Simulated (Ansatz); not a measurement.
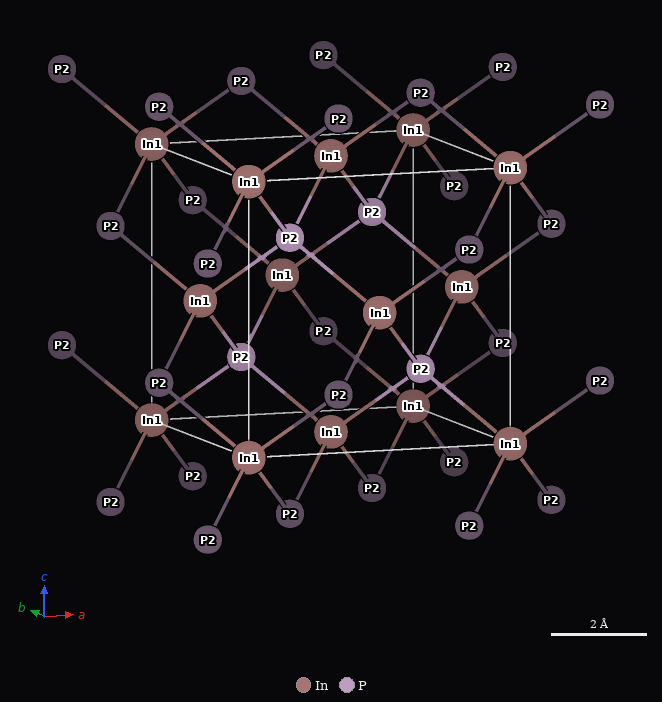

Fig. 1: The input geometry (ball-and-stick view of the cell 4 times as large as that of the calculation, set on its symmetry axes, seen slightly off an axis; neighbours outside the cell are drawn fainter; atoms are numbered from 1 in the order of the input). Near neighbours in the crystal (not all of them lie inside the picture): In has 4 P at 2.56 Å; P has 4 In at 2.56 Å.

# InP: single-point calculation

- system: InP (2 atoms in the cell)
- method: DFT PBE, scalar-relativistic, plane waves, PAW, no spin polarisation (Ansatz 0.2.0)

The structure derives from a Materials Project entry. Figures and captions count atoms from 1; the log counts them from 0 in places.

Log:
```
Engine: ansatz 0.2.0, aarch64-unknown-linux-gnu
Pseudopotentials: kind: paw
Pseudopotential: In, paw, valence charge 13, recommended cutoff 420 eV (normal), In.paw.azcp
Pseudopotential: P, paw, valence charge 5, recommended cutoff 420 eV (normal), P.paw.azcp
Functional definition: PBE
  parameter kappa = 0.804
  parameter beta = 0.06672455060314922
  exchange = pbe_x(kappa = kappa, mu = beta*pi^2/3)
  correlation = pbe_c(beta = beta)
Crystal: 2 atoms, lattice volume = 51.448 Å³
Basis set: ecut = 420 eV, 965 PW (Γ), exchange–correlation on 60×60×60 points (8 copies of the dense FFT grid, shifted against one another)
Bands: 13, of which v1, the nominal top of the filled ones, is band 9 counted from 1 (8 counted from 0)
Symmetry: 24 space group operations
Space group: F-43m (ITA 216), of the structure as read, at distance tolerance 3.7e-5 Å
k-points: 16 of 216 (time reversal used)
Non-local potential: In, projectors of the file, l = 0: 2, l = 1: 2, l = 2: 2, l = 3: 2
Non-local potential: P, projectors of the file, l = 0: 2, l = 1: 2, l = 2: 2
PAW form: soft (Blöchl's): semilocal exchange-correlation on the pseudo side does not see the compensation charge
PAW one-centre angular grid: In, 590 points (default); XC on 64 Gauss nodes
PAW one-centre angular grid: P, 110 points (default); XC on 64 Gauss nodes
Initial density: superposition of atomic densities (neutral atoms: chi_scale 0, normalization atom), corrected by the library's trained network
Initial wavefunctions: pseudopotential atomic-orbital guess
Functional: x = pbe(κ = 0.804, μ = 0.2195149727645171), c = pbe(β = 0.06672455060314922)
SCF iter   1: F=—  HF=-6353.990031 eV  |F-HF|=—  |Δ(HF+E_count)|=         —  Δρ=1.75e-3  dr2=3.29e-3  ethr=1.77e-3  ⟨swp⟩=6.2  Hψ=1373  notcnv=0
preconditioner: auto → none  [insulator: Δε(μ)=0.582 eV  Ē_g=14.660 eV  σ=0.100 eV  W_gap=1.00  n_scr=14 (ndim 8)  ℏωp=22.0 eV  f_vac=0.023  D(μ)=0.00/eV (n_scr^D=0)  ε∞_Penn≈3.2]
SCF iter   2: F=—  HF=-6353.988156 eV  |F-HF|=—  |Δ(HF+E_count)|=   1.87e-3  Δρ=1.13e-3  dr2=6.54e-4  ethr=1.83e-5  ⟨swp⟩=2.0  Hψ=480  notcnv=0
SCF iter   3: F=—  HF=-6353.987975 eV  |F-HF|=—  |Δ(HF+E_count)|=   1.81e-4  Δρ=3.49e-4  dr2=6.20e-5  ethr=3.63e-6  ⟨swp⟩=2.0  Hψ=349  notcnv=0
SCF iter   4: F=—  HF=-6353.988020 eV  |F-HF|=—  |Δ(HF+E_count)|=   4.48e-5  Δρ=1.35e-4  dr2=6.96e-6  ethr=3.44e-7  ⟨swp⟩=2.0  Hψ=353  notcnv=0
SCF iter   5: F=—  HF=-6353.988020 eV  |F-HF|=—  |Δ(HF+E_count)|=   3.44e-7  Δρ=4.25e-5  dr2=1.16e-6  ethr=3.87e-8  ⟨swp⟩=2.0  Hψ=357  notcnv=0
SCF iter   6: F=-6353.988020 eV  HF=-6353.988020 eV  |F-HF|=8.07e-9  |Δ(HF+E_count)|=   1.56e-7  Δρ=6.47e-6  dr2=3.28e-8  ethr=5.56e-10  ⟨swp⟩=5.2  Hψ=1160  notcnv=0
SCF 1 converged in 6 iterations: F = -6353.988020 eV  dr2 = 3.28e-8
  greatest PAW one-centre occupation: 0.981 electrons in one spin orbital (limit 2), on the In atom at site 0 (counted from 0), in its partial waves of l = 2
```

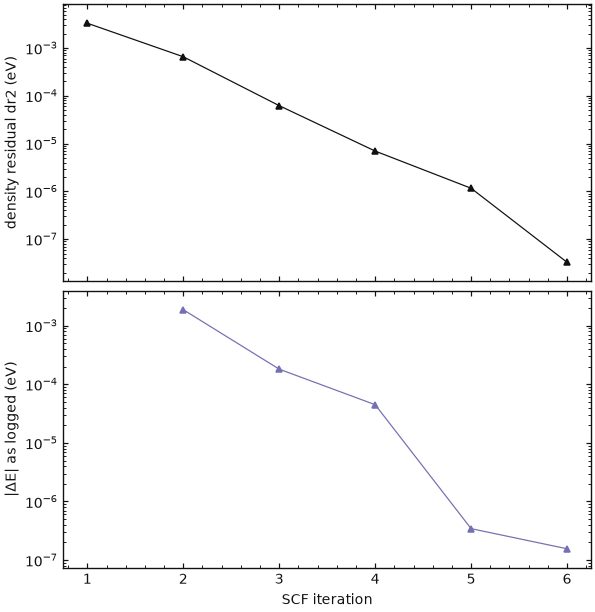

Fig. 2: Convergence of the self-consistent field: density residual dr2 and size of the energy change against the SCF iteration. The residual falls at every step.

```
SCF converged after 6 iterations
Free energy (F): -6353.988020 eV
Harris-Foulkes:  -6353.988020 eV  (|F-HF|=8.07e-9)
Internal energy: -6353.988020 eV  (E = F + TS)
E sigma→0 (E₀):  -6353.988020 eV
Entropy (-TS):   -0.000000 eV (-0.000 meV/atom)
Fermi energy:    7.033138 eV
--- Per-component energies (eV) ---
  E_band       = -56.080025
  E_kinetic    = 313.131645
  E_local      = -1411.516138  (includes V_loc(G=0)·N_el)
  E_nonlocal   = 401.407499
  E_hartree    = 556.426758
  E_xc         = -276.388914
  E_vxc        = -159.588470  (∫ρ·V_xc dr)
  E_paw        = -4725.221577  (= ΣΔE_a)
  E_vpaw       = -312.371134  (= ΣTr[D̂ρ^β])
  E_aug_tail   = 0.000029  (compensation charges beyond the density's cutoff)
  E_ewald      = -1211.827320
  E_smearing   = -0.000000  (= −TS)
  E_closure    = -0.000000  (closes the sum)
  Σ components = -6353.988020   (vs F -6353.988020, Δ=0.00e0)
--- Forces (eV/Å), atoms counted from 1 ---
  atom   1  In     0.00000000    -0.00000000    -0.00000000
  atom   2  P     -0.00000000     0.00000000     0.00000000
  max |Σ_I F_I| component: 1.48e-16 eV/Å
--- Stress (GPa, compression-positive) ---
        1.771933       0.000000      -0.000000
       -0.000000       1.771933       0.000000
       -0.000000       0.000000       1.771933
  P = ⅓ Tr σ = 1.7719 GPa (17.719 kbar)
--- Band table (eV; the first three rows and the last of 16) ---
  k-point 0: bands = ["-7.4244", "-7.4244", "-7.4244", "-7.2832", "-7.2832", "-4.6422", "6.7275", "6.7275", "6.7275", "7.3211", "10.8124", "10.8124", "10.8124"]
  k-point 1: bands = ["-7.4533", "-7.4129", "-7.4129", "-7.2828", "-7.2828", "-4.3399", "4.5562", "6.4340", "6.4340", "8.4511", "11.1855", "11.2398", "11.2398"]
  k-point 2: bands = ["-7.5075", "-7.3945", "-7.3945", "-7.2768", "-7.2768", "-3.5621", "2.2364", "5.9766", "5.9766", "8.3272", "11.5804", "11.5804", "12.9257"]
  k-point 15: bands = ["-7.5734", "-7.3574", "-7.3347", "-7.3091", "-7.2629", "-2.3057", "1.1754", "4.0073", "4.0365", "10.0150", "10.3055", "13.4513", "13.7514"]
```

This output came from the following input.

Input file:
```yaml
crystal:
  lattice:
    - [0.0, 2.9519763857, 2.9519763857]
    - [2.9519763857, 0.0, 2.9519763857]
    - [2.9519763857, 2.9519763857, 0.0]
  atoms:
    - { symbol: In, position: [0.0, 0.0, 0.0] }
    - { symbol: P, position: [0.25, 0.25, 0.25] }
basis:
  ecutwfc: 420
kpoints:
  mp_grid: { grid: [6, 6, 6] }
hamiltonian:
  xc: pbe
scf:
  occupations: { method: gaussian, width: 0.1 }
output:
  forces: true
  stress: true
  eigenvalues: true
```

Launched with:
```bash
ansatz run input.yaml --threads 1 --pin off --max-ram 2560MiB --backend cpu --events-out ev --progress --plain --runs-dir out
```

Summary:

- outcome: converged
- space group (tolerance 0.01 Å): F-43m (216)
- electrons treated: 18
- free energy: −6353.9880 eV
- Fermi energy: 7.033 eV
- gap on the k-point mesh: 0.59 eV
- pressure: 1.77 GPa
- largest force (length of the vector): under 0.001 eV/Å
- hardware: 1 thread of Arm Neoverse V2, 128 GiB of memory available, shared host
- wall time: 2.2 s
- peak memory: 0.28 GiB
